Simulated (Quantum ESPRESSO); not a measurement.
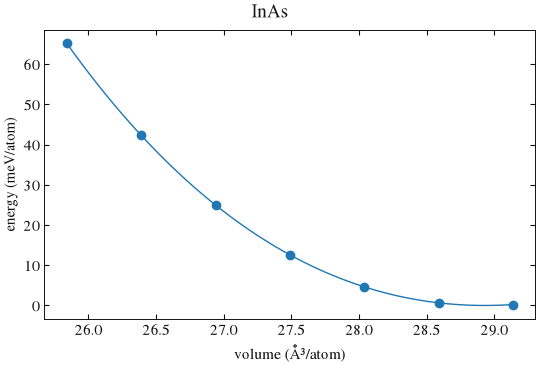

The plot gives the computed energy against volume for InAs, space group F-43m (No. 216).

Structure:
```cif
data_structure
_symmetry_space_group_name_H-M 'P 1'
_symmetry_Int_Tables_number 1
_cell_length_a 4.2681
_cell_length_b 4.2681
_cell_length_c 4.2681
_cell_angle_alpha 60.000
_cell_angle_beta 60.000
_cell_angle_gamma 60.000
_cell_volume 54.98
loop_
_atom_site_label
_atom_site_type_symbol
_atom_site_fract_x
_atom_site_fract_y
_atom_site_fract_z
_atom_site_occupancy
In1 In 0.00000 0.00000 0.00000 1
As1 As 0.75000 0.75000 0.75000 1
```

Computed with Quantum ESPRESSO 7.5: plane-wave DFT, no spin polarisation; energies at scaled volumes of the given cell, shape and fractions fixed, counted from the fit's minimum, third-order Birch-Murnaghan fit. Level: rev-vdW-DF2.

k mesh 8×8×8; occupations Fermi–Dirac; smearing width 0.05 eV; potentials PseudoDojo 0.4.1 SR PBE standard; wave cutoff 1143 eV; density cutoff 4572 eV.

From this curve and the settings, what does the calculation give for the pressure at the same points?

The pressure falls from 7.51 GPa at volume 25.84 Å³/atom to −0.36 GPa at 29.14 Å³/atom, and changes sign near 28.94 Å³/atom.

```
volume (Å³/atom)  pressure (GPa)
           25.84            7.51
           26.39            5.82
           26.94            4.30
           27.49            2.93
           28.04            1.71
           28.59            0.62
           29.14           -0.36
```

Note: potentials made for another functional.
